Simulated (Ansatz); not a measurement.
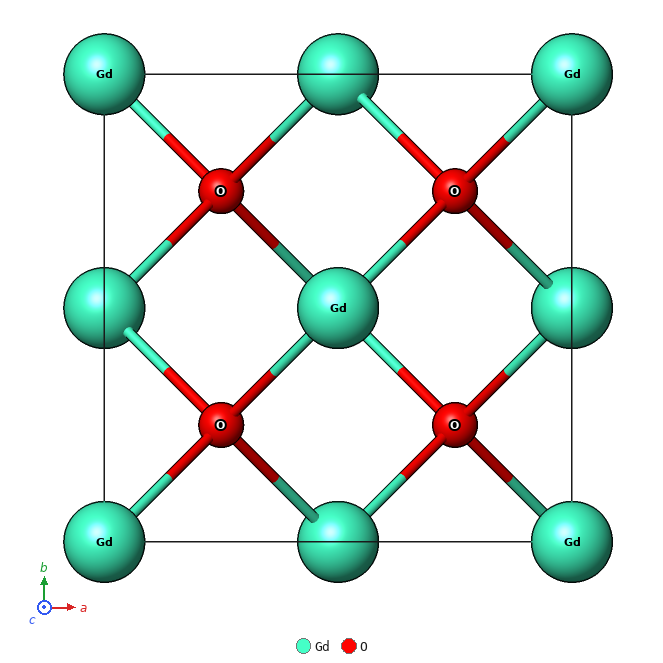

The crystal in a ball-and-stick representation, seen along the c axis. One conventional unit cell is outlined, and atoms on its boundary appear in each equivalent place.

The lattice constants are a = 5.39 Å, b = 5.39 Å, c = 5.39 Å, α = 90.00°, β = 90.00°, γ = 90.00°.

Bonds shown: Gd–O up to 2.94 Å (cut-off distances).

The composition is GdO.

**What lattice type does the structure have?**

Face-centred cubic.

**What does the coordination shell of O look like?**

Four Gd in a tetrahedral arrangement at about 2.3 Å.

**In how many dimensions do the bonds extend?**

The bonds build a three-dimensional framework.

The structure was taken from a structure type known for this compound. Earlier steps of the study may have refined or changed the cell and positions. A calculation with Ansatz used it as input.
